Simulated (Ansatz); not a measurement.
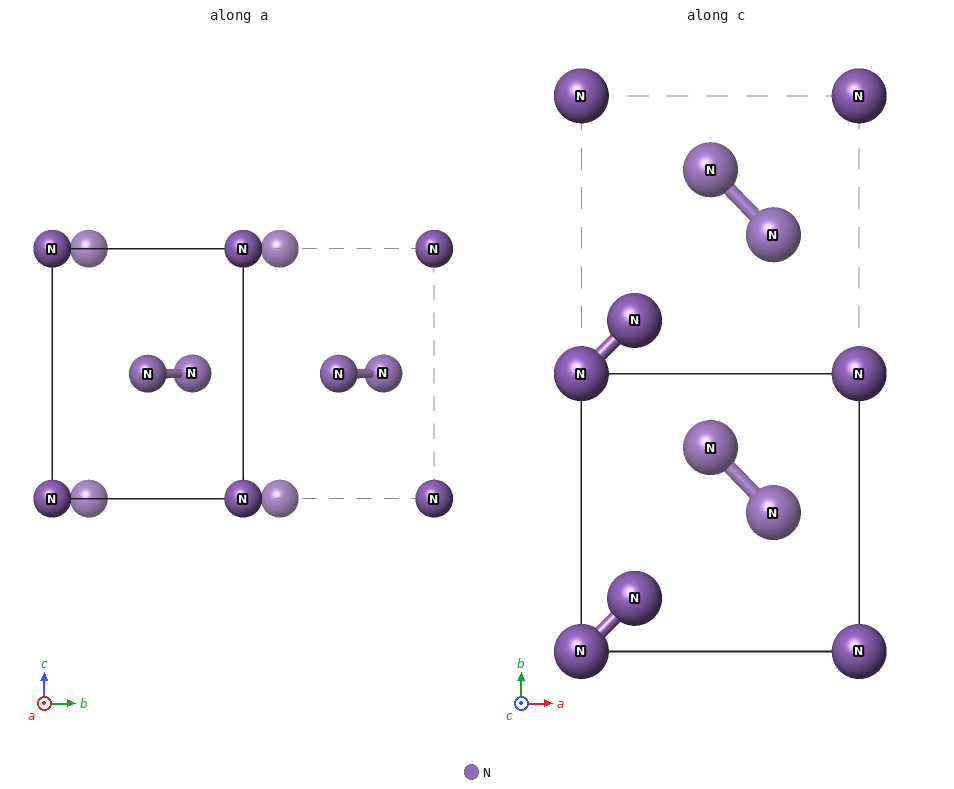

We look at a ball-and-stick model of the crystal along the a axis and along the c axis. Shown are 1×2×1 repeats of the unit cell, one of them outlined in solid lines.

N, a = 4.08 Å, b = 4.08 Å, c = 5.35 Å, α = 90.00°, β = 90.00°, γ = 90.00°.

Calculation details: DFT PBE, scalar-relativistic, plane waves, PAW (Ansatz 0.2.0); a plane-wave cutoff of 420 eV, a 6×6×4 sampling of the Brillouin zone, Gaussian smearing of 0.02 eV, no spin polarisation.

Is the electronic structure metallic or gapped?

Answer. An insulator at this level, with a gap of 4.95 eV on the k-mesh (the true edges may lie between mesh points, so the gap can be somewhat smaller).

State the hydrostatic pressure.

Answer. The computed pressure is -11.5 GPa (stretched: it would shrink). The stress isn't hydrostatic: its largest component is 18.2 GPa.

The structure was taken from a structure listed in the Materials Project. The cell was then strained or its atoms displaced on purpose. It was the input of a calculation with Ansatz.

At this level of theory the cell isn't at rest (stretched, at -12 GPa and forces up to 10.7 eV/Å), so its distances can differ from those at equilibrium, the more so the softer the solid.
